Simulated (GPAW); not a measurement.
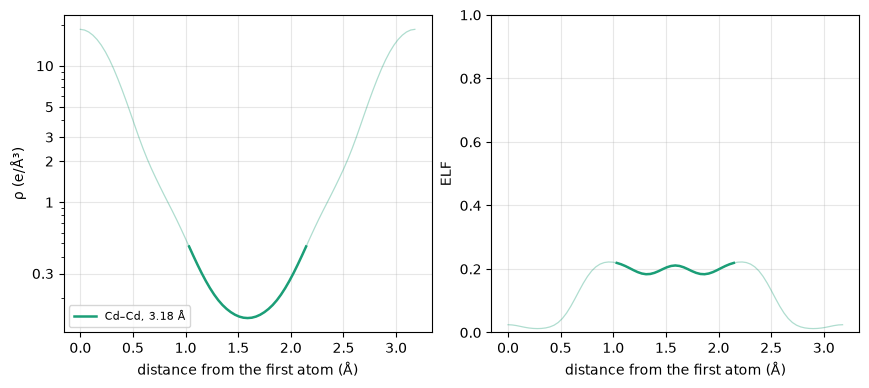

Figure. Cd. Valence charge density (pseudo) and electron localisation function along straight lines between neighbouring atoms. Thin, pale parts lie inside the atomic spheres.

Space group Fm-3m; a structure from a database of computed crystals, not necessarily the ambient phase; computed pressure about −2 GPa in this cell.

The calculation used Kohn-Sham DFT of a periodic cell, r2SCAN, GPAW PAW data sets (gpaw-data 1.2.1) (GPAW).

Core electrons are frozen (PAW), and the valence fields are smoothed inside the atomic spheres.

> What can be read from the curves?

Cd–Cd (3.18 Å): ρ is about 0.14 e/Å³ halfway; the ELF is about 0.20 at the midpoint; no shared electron pair shows on this line.
